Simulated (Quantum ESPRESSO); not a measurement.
**Single-point calculation, with input and output: Cu**

System: Cu (2 atoms in the cell).
Method: Kohn-Sham DFT of a periodic cell, PBE, SSSP 1.3 efficiency PBE, no spin polarisation (Quantum ESPRESSO 7.5).

The structure derives from a Materials Project entry.

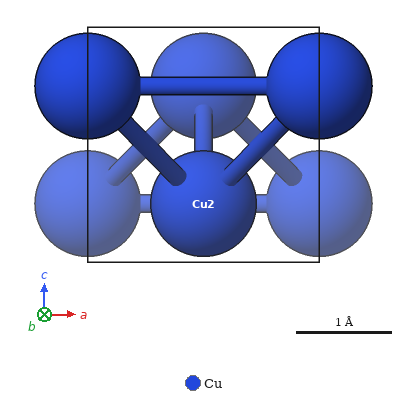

Fig. 1: The input geometry (ball-and-stick view of the cell 2 times as large as that of the calculation, set on its symmetry axes, along the b axis; atoms are numbered from 1 in the order of the input). An atom can appear more than once, as a periodic image. Near neighbours in the periodic cell (some may lie outside the picture): Cu has 10 Cu at 2.44 to 2.54 Å.

Input:
```
&CONTROL
  calculation = 'scf'
  prefix = 'pwscf'
  outdir = './tmp'
  pseudo_dir = './pseudo'
  tprnfor = .true.
  tstress = .true.
  disk_io = 'nowf'
/
&SYSTEM
  ibrav = 0
  nat = 2
  ntyp = 1
  ecutwfc = 55
  ecutrho = 440
  nbnd = 18
  occupations = 'smearing'
  smearing = 'gaussian'
  degauss = 0.01469973
/
&ELECTRONS
  conv_thr = 4d-10
  electron_maxstep = 120
  mixing_beta = 0.5
/
ATOMIC_SPECIES
Cu    63.5460 Cu.paw.z_11.ld1.psl.v1.0.0-low.upf
CELL_PARAMETERS angstrom
   1.2184636900   -3.9763780104    0.0000000000
   1.2184636900    3.9763780104    0.0000000000
   0.0000000000    0.0000000000    2.4754955235
ATOMIC_POSITIONS crystal
Cu     0.8661333500    0.1338666500    0.7500000000
Cu     0.1338666500    0.8661333500    0.2500000000
K_POINTS automatic
11 11 11 0 0 0
```

Launched with:
```bash
OMP_NUM_THREADS=1 pw.x -in pw.in > pw.out
```

Output:
```
This program is part of the open-source Quantum ESPRESSO suite
     for quantum simulation of materials; please cite
         "P. Giannozzi et al., J. Phys.:Condens. Matter 21 395502 (2009);
         "P. Giannozzi et al., J. Phys.:Condens. Matter 29 465901 (2017);
         "P. Giannozzi et al., J. Chem. Phys. 152 154105 (2020);
          URL
     in publications or presentations arising from this work. More details at

     file Cu.paw.z_11.ld1.psl.v1.0.0-low.upf: wavefunction(s)  4S 3D renormalized
     Message from routine setup:
     using ibrav=0 with symmetry is DISCOURAGED, use correct ibrav instead

     G-vector sticks info
     --------------------
     sticks:   dense  smooth     PW     G-vecs:    dense   smooth      PW
     Sum        1217     605    215                25251     8927    1883

     Using Slab Decomposition

     bravais-lattice index     =            0
     lattice parameter (alat)  =       7.8591  a.u.
     unit-cell volume          =     161.8784 (a.u.)^3
     number of atoms/cell      =            2
     number of atomic types    =            1
     number of electrons       =        22.00
     number of Kohn-Sham states=           18
     kinetic-energy cutoff     =      55.0000  Ry
     charge density cutoff     =     440.0000  Ry
     scf convergence threshold =      4.0E-10
     mixing beta               =       0.5000
     number of iterations used =            8  plain     mixing
     Exchange-correlation= SLA  PW   PBX  PBC
                           (   1   4   3   4   0   0   0)

     celldm(1)=   7.859134  celldm(2)=   0.000000  celldm(3)=   0.000000
     celldm(4)=   0.000000  celldm(5)=   0.000000  celldm(6)=   0.000000

     crystal axes: (cart. coord. in units of alat)
               a(1) = (   0.292979  -0.956119   0.000000 )
               a(2) = (   0.292979   0.956119   0.000000 )
               a(3) = (   0.000000   0.000000   0.595232 )

     reciprocal axes: (cart. coord. in units 2 pi/alat)
               b(1) = (  1.706606 -0.522948  0.000000 )
               b(2) = (  1.706606  0.522948 -0.000000 )
               b(3) = ( -0.000000  0.000000  1.680017 )

     PseudoPot. # 1 for Cu read from file:
     Cu.paw.z_11.ld1.psl.v1.0.0-low.upf
     Pseudo is Projector augmented-wave + core cor, Zval = 11.0
     Generated using &quot;atomic&quot; code by A. Dal Corso  v.6.3MaX
     Shape of augmentation charge: PSQ
     Using radial grid of 1199 points,  6 beta functions with:
                l(1) =   0
                l(2) =   0
                l(3) =   1
                l(4) =   1
                l(5) =   2
                l(6) =   2
     Q(r) pseudized with 0 coefficients

     atomic species   valence    mass     pseudopotential
     Cu               11.00    63.54600     Cu( 1.00)

      8 Sym. Ops., with inversion, found ( 4 have fractional translation)

   Cartesian axes

     site n.     atom                  positions (alat units)
         1        Cu     tau(   1) = (   0.2929792  -0.7001340   0.4464241  )
         2        Cu     tau(   2) = (   0.2929792   0.7001340   0.1488080  )

     number of k points=   216  Gaussian smearing, width (Ry)=  0.0147

     Number of k-points >= 100: set verbosity='high' to print them.

     Dense  grid:    25251 G-vectors     FFT dimensions: (  54,  54,  32)

     Smooth grid:     8927 G-vectors     FFT dimensions: (  40,  40,  24)

     Initial potential from superposition of free atoms

     starting charge      21.9995, renormalised to      22.0000
     Starting wfcs are   18 randomized atomic wfcs

     Self-consistent Calculation

     iteration #  1     ecut=    55.00 Ry     beta= 0.50
     Davidson diagonalization with overlap
     ethr =  1.00E-02,  avg # of iterations =  6.0

     Threshold (ethr) on eigenvalues was too large:
     Diagonalizing with lowered threshold

     Davidson diagonalization with overlap
     ethr =  4.94E-04,  avg # of iterations =  1.4

     total energy              =    -426.12108230 Ry
     estimated scf accuracy    <       0.11083595 Ry

     iteration #  2     ecut=    55.00 Ry     beta= 0.50
     Davidson diagonalization with overlap
     ethr =  5.04E-04,  avg # of iterations =  2.4

     total energy              =    -426.14954725 Ry
     estimated scf accuracy    <       0.13767715 Ry

     iteration #  3     ecut=    55.00 Ry     beta= 0.50
     Davidson diagonalization with overlap
     ethr =  5.04E-04,  avg # of iterations =  1.4

     total energy              =    -426.17110692 Ry
     estimated scf accuracy    <       0.00032439 Ry

     iteration #  4     ecut=    55.00 Ry     beta= 0.50
     Davidson diagonalization with overlap
     c_bands:  2 eigenvalues not converged
     ethr =  1.47E-06,  avg # of iterations =  6.9

     total energy              =    -426.17123429 Ry
     estimated scf accuracy    <       0.00010121 Ry

     iteration #  5     ecut=    55.00 Ry     beta= 0.50
     Davidson diagonalization with overlap
     ethr =  4.60E-07,  avg # of iterations =  1.1

     total energy              =    -426.17123851 Ry
     estimated scf accuracy    <       0.00000285 Ry

     iteration #  6     ecut=    55.00 Ry     beta= 0.50
     Davidson diagonalization with overlap
     ethr =  1.30E-08,  avg # of iterations =  2.4

     total energy              =    -426.17123964 Ry
     estimated scf accuracy    <       0.00000113 Ry

     iteration #  7     ecut=    55.00 Ry     beta= 0.50
     Davidson diagonalization with overlap
     ethr =  5.14E-09,  avg # of iterations =  1.2

     total energy              =    -426.17123976 Ry
     estimated scf accuracy    <       0.00000003 Ry

     iteration #  8     ecut=    55.00 Ry     beta= 0.50
     Davidson diagonalization with overlap
     ethr =  1.57E-10,  avg # of iterations =  2.4

     total energy              =    -426.17123977 Ry
     estimated scf accuracy    <          1.2E-09 Ry

     iteration #  9     ecut=    55.00 Ry     beta= 0.50
     Davidson diagonalization with overlap
     ethr =  5.33E-12,  avg # of iterations =  2.5

     End of self-consistent calculation

     Number of k-points >= 100: set verbosity='high' to print the bands.

     the Fermi energy is    12.4001 ev

!    total energy              =    -426.17123977 Ry
     total all-electron energy =     -6619.930772 Ry
     estimated scf accuracy    <          1.9E-10 Ry
     smearing contrib. (-TS)   =      -0.00078027 Ry
     internal energy E=F+TS    =    -426.17045951 Ry

     The total energy is F=E-TS. E is the sum of the following terms:
     one-electron contribution =     -59.89357897 Ry
     hartree contribution      =      62.94816921 Ry
     xc contribution           =     -89.27482372 Ry
     ewald contribution        =    -160.25550054 Ry
     one-center paw contrib.   =    -179.69472548 Ry

     convergence has been achieved in   9 iterations

     Forces acting on atoms (cartesian axes, Ry/au):

     atom    1 type  1   force =     0.00000000   -0.00190142    0.00000000
     atom    2 type  1   force =    -0.00000000    0.00190142    0.00000000

     Total force =     0.002689     Total SCF correction =     0.000003

     Computing stress (Cartesian axis) and pressure

          total   stress  (Ry/bohr**3)                   (kbar)     P=       62.25
   0.00041772   0.00000000   0.00000000           61.45        0.00        0.00
  -0.00000000   0.00039317   0.00000000           -0.00       57.84        0.00
   0.00000000   0.00000000   0.00045854            0.00        0.00       67.45

=------------------------------------------------------------------------------=
   JOB DONE.
=------------------------------------------------------------------------------=
```

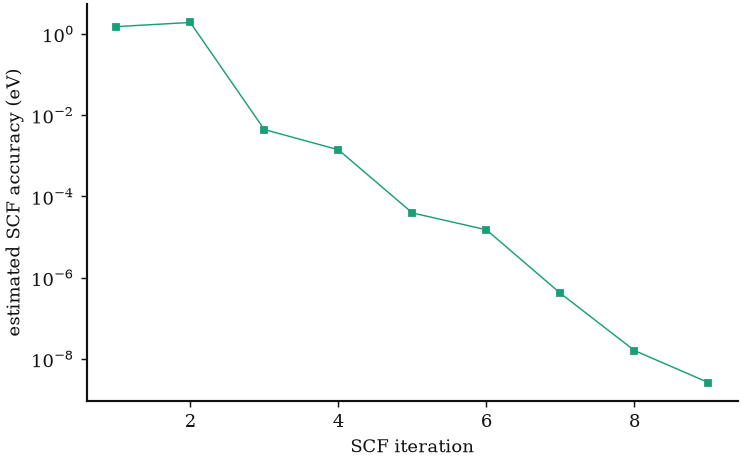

Fig. 2: Convergence of the self-consistent field: estimated SCF accuracy against the iteration. The field takes 9 iterations in all.

Results in brief:

| quantity | value |
| --- | --- |
| outcome | converged |
| space group (tolerance 0.01 Å) | Cmcm (63) |
| electrons treated | 22 |
| free energy | −5798.3551 eV |
| Fermi energy | 12.400 eV |
| gap on the k-point mesh | none (metallic) |
| pressure | 6.22 GPa |
| largest force (length of the vector) | 0.049 eV/Å |
| hardware | 1 thread of Arm Neoverse V2, 24 GiB of memory available, shared host |
| wall time | 87 s |
| peak memory | 0.18 GiB |

Remarks:

The settings depart from the standard set-up of this series, which can bear on the numbers.
